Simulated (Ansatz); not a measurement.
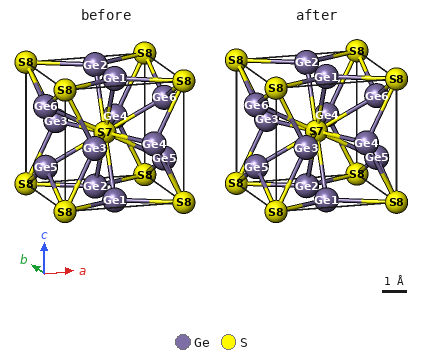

The structure of crystalline Ge$_{3}$S (a generated structure, set up in Pm-3n) before (left) and after (right) a relaxation, at one scale.

The picture is a ball-and-stick view of the cell of the calculation, seen slightly off an axis.

These are results of Ansatz, DFT PBE, scalar-relativistic, plane waves, PAW, not measurements. (plane-wave cutoff 420 eV; k-point mesh 8 × 8 × 8; occupations gaussian; smearing width 0.1 eV; no spin polarisation; cell and atoms relaxed; force threshold 0.01 eV/Å; at most 80 steps)

Describe what moved and what it gained.

Answer. No atom moves by more than 0.005 Å relative to the cell. The drawn cell changes as follows: a = b = c 5.308 → 5.386 Å (+1.5 %); the volume changes by +4.5 %. Some distances before and after: Ge1–S7 2.967 → 3.011 Å. The space group stays Pm-3n (No. 223). Over 3 accepted moves (4 points after the start) the energy falls by 58.2 meV per cell of the calculation. All forces vanish by symmetry, so only the cell relaxes. The pressure goes from 2.91 to 0.00 GPa. At 1 point the geometry stayed and the basis and grid were re-selected for the new cell (energy shift of 1.0 meV per cell of the calculation at most each time).
